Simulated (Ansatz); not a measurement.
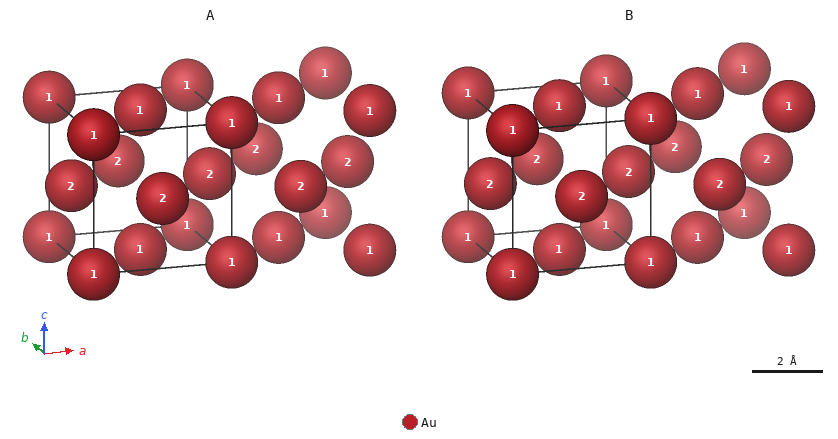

Two geometries of crystalline Au (set up in Fm-3m): one is the relaxed structure, the other was perturbed away from it. The picture is a spheres-only view of the conventional cell (2 times the calculation's cell), repeated 2 × 1 × 1 with one cell outlined, seen slightly off an axis. Lengths and directions refer to the drawn axes.

These are results of DFT PBE, scalar-relativistic, plane waves, PAW (Ansatz), not measurements. (plane-wave cutoff 420 eV; k-point mesh 18 × 18 × 12; occupations gaussian; smearing width 0.1 eV; no spin polarisation)

**Which one is perturbed?**

Structure B is the perturbed one. Strain along c alone, +3.0 %, is applied. Symmetry leaves the atoms no freedom, so this is a single point. Energy change: +7.7 meV per atom. Pressure: 0.0 GPa before, −3.7 GPa after. The principal stresses (compression positive) are −4.3 GPa along c and −3.5 GPa across it. All forces vanish by symmetry. Both are metals. Some distances before and after: Au–Au 2.940 → 2.940 to 2.985 Å. The space group (tolerance 0.01 Å) goes from Fm-3m (No. 225) to I4/mmm (No. 139).
